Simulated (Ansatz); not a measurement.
## Electronic structure of K2H in real space

The calculation's input:

```
crystal:
  lattice:
    - [4.5273462194, 0.0, 0.0]
    - [0.0, 4.5273462194, 0.0]
    - [0.0, 0.0, 32.75066972]
  atoms:
    - { symbol: K, position: [0.0, 0.0, 0.3617859847] }
    - { symbol: K, position: [0.0, 0.0, 0.2183548235] }
    - { symbol: H, position: [0.0, 0.0, 0.2900704041] }
  periodic: [true, true, false]
basis:
  ecutwfc: 420
kpoints:
  mp_grid: { grid: [10, 10, 1] }
hamiltonian:
  xc: pbe
scf:
  occupations: { method: gaussian, width: 0.1 }
output:
  forces: true
  stress: true
  eigenvalues: true
  write_density: true
  write_potential: true
  elf: true
  volumetric_format: npy
relax:
  adjacent_minimum: "off"
  f_tol: 0.01
  max_steps: 80
  cell: { stress_2d_tol: 0.02 }
```

Command:

```sh
ansatz run input.yaml --threads 1 --pin off --max-ram 2048MiB --backend cpu --events-out ev --progress --plain --runs-dir out
```

The fields are those of the relaxed geometry.

A structure generated by program, which may or may not match a known phase; computed without spin polarisation.

All numbers below come from DFT PBE, scalar-relativistic, plane waves, PAW (Ansatz).

The density is the valence pseudo-density of a PAW calculation; it isn't the true density close to the nuclei.

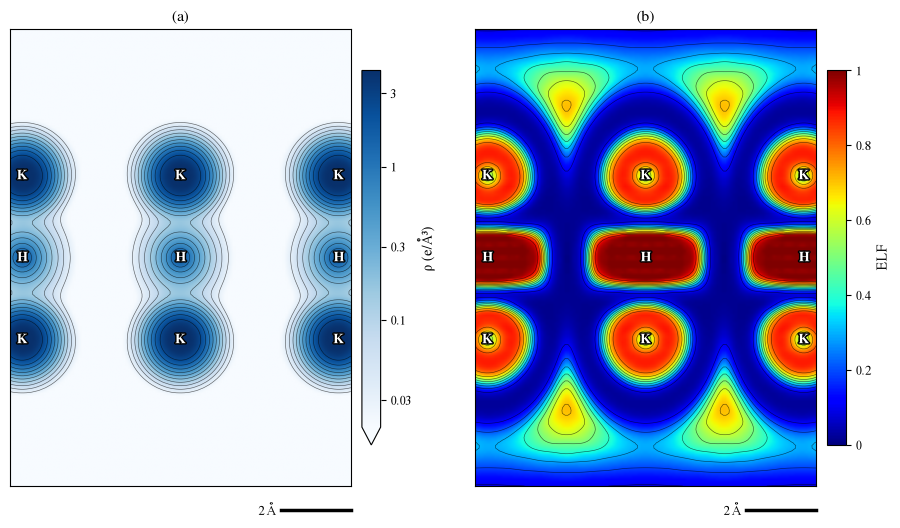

Figure 1. (a) valence charge density (pseudo); (b) ELF on the (100) plane of the calculation cell, a cut from vacuum to vacuum.

Interpret the plot.

Answer.
- The section cuts through K and H sites.
- K–H (2.35 Å): ρ is about 0.2 e/Å³ halfway; the ELF climbs to about 1 towards the hydrogen.
- The density dies away to nearly zero in the vacuum.
- The features right at K lie inside the PAW spheres, where the map follows smoothed inner orbitals and isn't to be read closely.

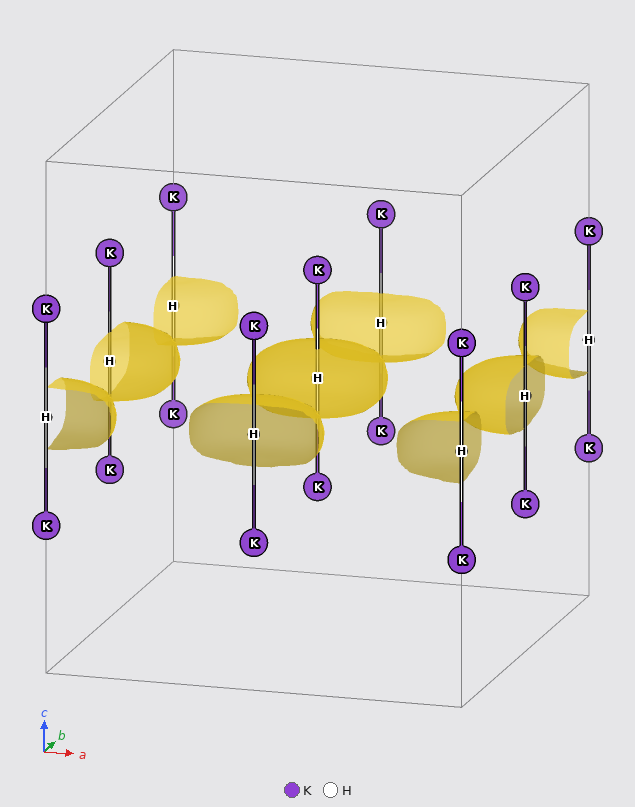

Figure 2. Isosurface of the ELF at 0.9 (yellow), seen slightly off an axis. Core shells and regions of very low density are left out. Sticks mark near contacts.

Where are the electrons localised?

Answer. The surface consists of one region around a hydrogen nucleus, counted in one cell of 3 atoms. Counts are for one cell; the picture repeats the cell along the surface.

Metal or insulator at this level of theory?

Answer. It is gapless in this calculation (a metal or semimetal).
